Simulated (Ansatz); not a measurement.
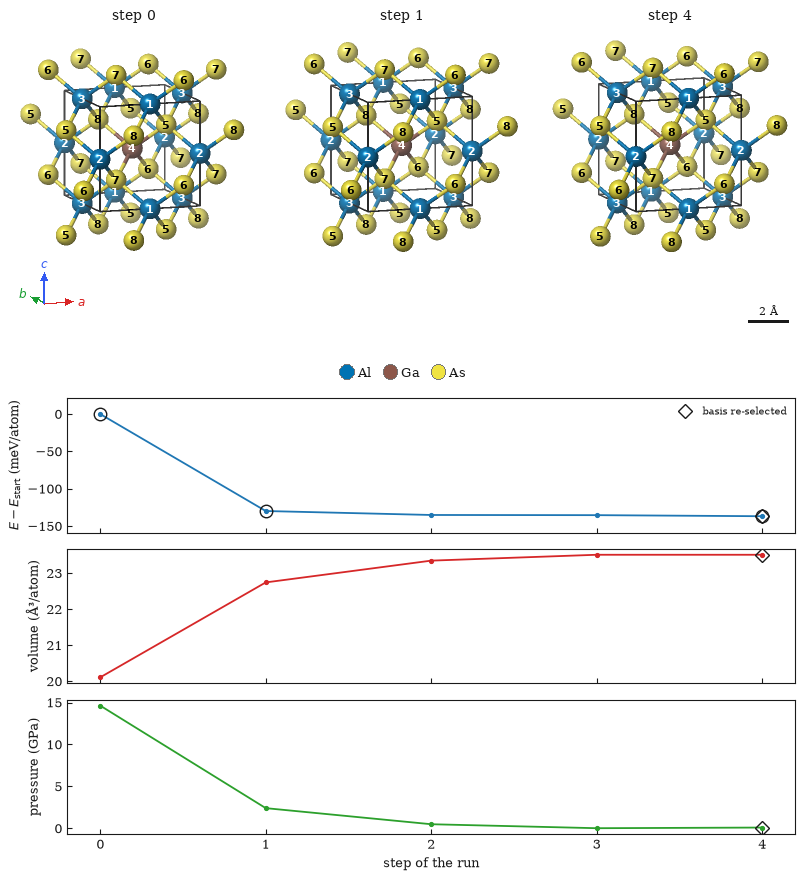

Frames of a relaxation of crystalline Al$_{3}$GaAs$_{4}$ (a generated structure, set up in P-43m) (coarse preliminary run), marked on the history of the run. A ball-and-stick model of the cell of the calculation, seen slightly off an axis.

All numbers below come from DFT PBE, scalar-relativistic, plane waves, PAW (Ansatz 0.2.0).

Input file:
```yaml
crystal:
  lattice:
    - [5.43886953, 0.0, 0.0]
    - [0.0, 5.43886953, 0.0]
    - [0.0, 0.0, 5.43886953]
  atoms:
    - { symbol: Al, position: [0.5, 0.0, 0.0] }
    - { symbol: Al, position: [0.0, 0.0, 0.5] }
    - { symbol: Al, position: [0.0, 0.5, 0.0] }
    - { symbol: Ga, position: [0.5, 0.5, 0.5] }
    - { symbol: As, position: [0.75, 0.25, 0.75] }
    - { symbol: As, position: [0.75, 0.75, 0.25] }
    - { symbol: As, position: [0.25, 0.25, 0.25] }
    - { symbol: As, position: [0.25, 0.75, 0.75] }
basis:
  ecutwfc: 420
kpoints:
  mp_grid: { grid: [4, 4, 4] }
hamiltonian:
  xc: pbe
scf:
  occupations: { method: gaussian, width: 0.1 }
  lower_state_search: "off"
output:
  forces: true
  stress: true
  eigenvalues: true
relax:
  adjacent_minimum: "off"
  f_tol: 0.04
  max_steps: 70
  cell: { stress_tol: 0.4 }
```

Launched with:
```bash
ansatz run input.yaml --threads 1 --pin off --max-ram 2560MiB --backend cpu --events-out ev --progress --plain --runs-dir out
```

What happens along the run?

The largest moves relative to the cell, 0.009 Å, are those of As5, As6, As7 and As8. As5 goes along [1 −1 1]. Ga and Al stay in place. The drawn cell changes as follows: a = b = c 5.439 → 5.730 Å (+5.3 %); the volume changes by +16.9 %. Among the contacts that change: Ga4–As5 2.355 → 2.490 Å, Al1–As5 2.355 → 2.478 Å. The space group stays P-43m (No. 215). After 3 accepted moves (4 points after the start) the energy has fallen by 137 meV per atom. Largest force component: 0.062 eV/Å at the start, 0.00027 eV/Å at the end. The pressure goes from 14.63 to 0.10 GPa. The SCF was repeated once at an unchanged geometry on a basis and grid sized afresh for the cell, which shifted the energy by 1.4 meV per atom at most. Cost: 47 s on 1 thread of Arm Neoverse V1, with other jobs on the host, peak memory 0.41 GiB. From step 0 to 1: volume +13.1 %, energy −130 meV per atom. From step 1 to 4: volume +3.4 %, energy −7.0 meV per atom.
